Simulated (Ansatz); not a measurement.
# P: what the fields show

```
CELL_PARAMETERS angstrom
-1.72573 2.98904 -0.00647
-3.45145 0.00000 -0.01294
-1.71399 0.99635 3.12321
ATOMIC_POSITIONS crystal
P 0.77292 0.77292 0.68124
P 0.22708 0.22708 0.31876
```

Space group P-1; a structure from a database of computed crystals, not necessarily the ambient phase; changed on purpose from its base cell (strain +0.0075 x Voigt [0, 0, 0, 0, 1, 0], atoms carried along); not relaxed (largest force 0.3 eV/Å); computed pressure about −5 GPa in this cell.

Level of theory: Ansatz 0.2.0, DFT PBEsol+D3(BJ), scalar-relativistic, plane waves, PAW.

The density is the valence pseudo-density of a PAW calculation; it isn't the true density close to the nuclei.

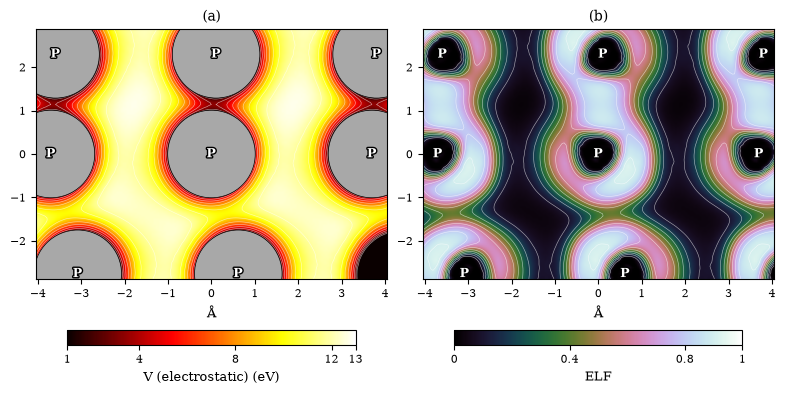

Figure 1. (a) electrostatic potential (local pseudopotential plus Hartree) felt by an electron; (b) ELF on the (11̄0) plane of the conventional cell. Grey discs cover the atomic cores in the potential map.

Question: Interpret the plot.

Answer: The plane passes through P nuclei. P–P (2.30 Å): the ELF peaks at about 0.90 between the atoms. The ELF also peaks beside P, away from the bonds: lone-pair regions. Outside the cores the potential energy rises away from the atoms and is highest about 2.1 Å from the nearest atoms; its zero is arbitrary.

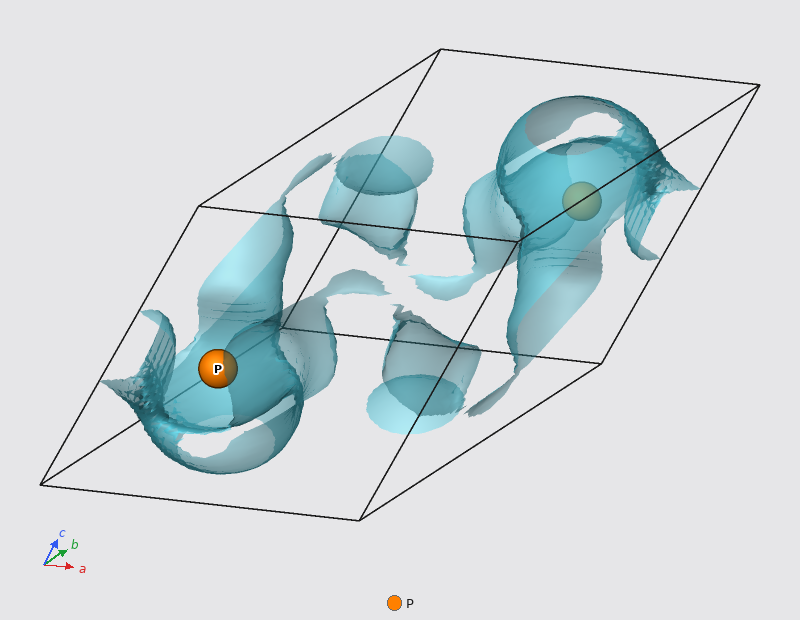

Figure 2. Isosurface of the ELF at 0.75 (cyan), seen at an oblique angle. Core shells and regions of very low density are left out.

Question: What do the ELF domains correspond to?

Answer: The ELF exceeds this value in sheets that run through the cell in two directions, counted in one cell of 2 atoms. Any copies at cell faces, edges or corners count once. There are no localised bonds or lone pairs at this value. Along the contacts the grid gives the following. P–P (2.29 Å): the ELF peaks at about 0.90 between the atoms.

Question: Does the calculation give a band gap?

Answer: It is gapless in this calculation (a metal or semimetal).
